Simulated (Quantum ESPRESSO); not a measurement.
System: TaN.

```
Ta N
1.0
     3.66304    0.00000    0.00000
     0.00000    3.66304    0.00000
     0.00000    0.00000    4.56049
Ta N
2 2
Direct
  0.00000 0.50000 0.00000
  0.50000 0.00000 0.50000
  0.00000 0.00000 0.25000
  0.00000 0.00000 0.75000
```

Space group P4₂/mmc; a generated structure, not necessarily the stable one; built by placing these elements on a known structure type; computed pressure about −20 GPa in this cell.

Theory: Kohn-Sham DFT of a periodic cell, PBE, SSSP 1.3 efficiency PBE (Quantum ESPRESSO).

What can the converged valence pseudo-density tell about the bonding?

Ta–N (2.16 Å): ρ is about 0.64 e/Å³ halfway.

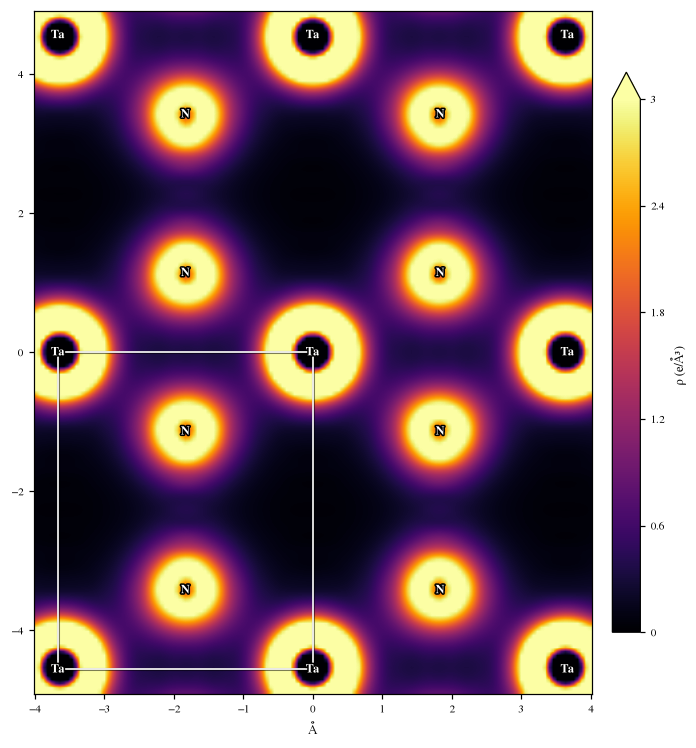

Computed valence pseudo-density on the (010) plane of the conventional cell. 

The density is the valence pseudo-density of a pseudopotential calculation; it isn't the true density close to the nuclei.
